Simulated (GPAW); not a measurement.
**SiC (P6_3mc): refractive index against wavelength**

The refractive index of SiC (P6_3mc) along x below the direct gap (4.07 eV on the mesh) is read from one computed spectrum, n = √(Re ε). x, y and z are the Cartesian axes of the input cell.

The structure is hexagonal, space group P6_3mc (No. 186). The conventional cell has a = 3.076 Å, b = 3.076 Å, c = 5.048 Å, α = 90.00°, β = 90.00°, γ = 120.00°. Around Si on site b lie 4 C at 1.87 to 1.94 Å. C on site b has 4 Si at 1.87 to 1.94 Å as nearest neighbours.

Method: GPAW 26.7.0, PBE, RPA, k-mesh 12×12×6, local fields up to 50 eV, Lorentzian half width 0.12 eV.

Launch of the response step: `OMP_NUM_THREADS=1 python df.py`. The run took 2.2 min, its band step included, on 1 thread of Arm Neoverse V1 (shared host).

```tsv
wavelength (nm)	photon energy E (eV)	n
1310	0.946	2.5896
1064	1.165	2.5991
850	1.459	2.6153
700	1.771	2.6372
633	1.959	2.6530
532	2.331	?
450	2.755	2.7458
```

In the single-oscillator model n² − 1 = E₀E_d/(E₀² − E²), so 1/(n² − 1) = E₀/E_d − E²/(E₀E_d) is linear in E².

Working, on the rows shown:

| x = E² (eV²) | y = 1/(n² − 1) |
| --- | --- |
| 0.895757 | 0.175253 |
| 1.35784 | 0.173752 |
| 2.12762 | 0.171239 |
| 3.13716 | 0.167931 |
| 3.83641 | 0.165607 |
| 7.59115 | 0.152919 |

Means: x̄ = 3.1577, ȳ = 0.16778. Σ(x − x̄)(y − ȳ) = -0.09858, Σ(x − x̄)² = 29.53. Slope = -0.09858 / 29.53 = -0.003338; intercept = ȳ − slope · x̄ = 0.17832. Turned back into n, the line misses the rows shown by at most 0.00061.

Task: Predict the last column of the withheld row from the fit.

Result: At x = 5.4314 the line gives y = 0.16019, that is 2.6912. The run gave 2.6906, so the interpolation is off by 0.00058, 0.4 % of the range in the table.

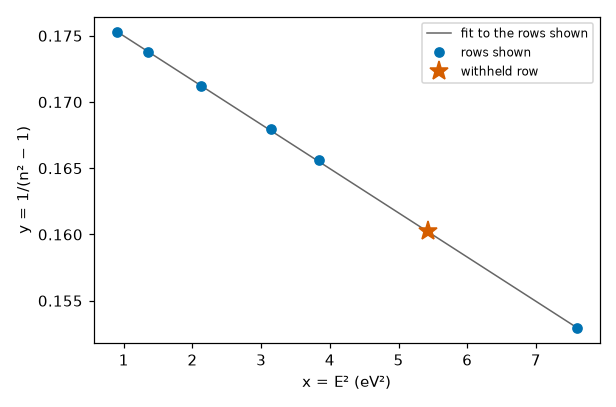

Refitted with all rows, the slope is -0.003333 and the intercept 0.17832. These give E₀ = √(intercept/−slope) = 7.31 eV and E_d = E₀/intercept = 41.0 eV; E₀ is 1.8 times the direct gap. The electronic limit at long wavelengths, without lattice vibrations, is n = √(1 + 1/intercept) = 2.571. Excitons are left out; PBE gaps are as a rule too small. The values come from a sum over the points of one k-mesh and carry its error, which grows as the direct gap shrinks.

[Logs are printed without paths, hosts, clocks, repeated set-up lines and the standing remarks that a program may print on its own settings, such as how far it seeks lower states.]
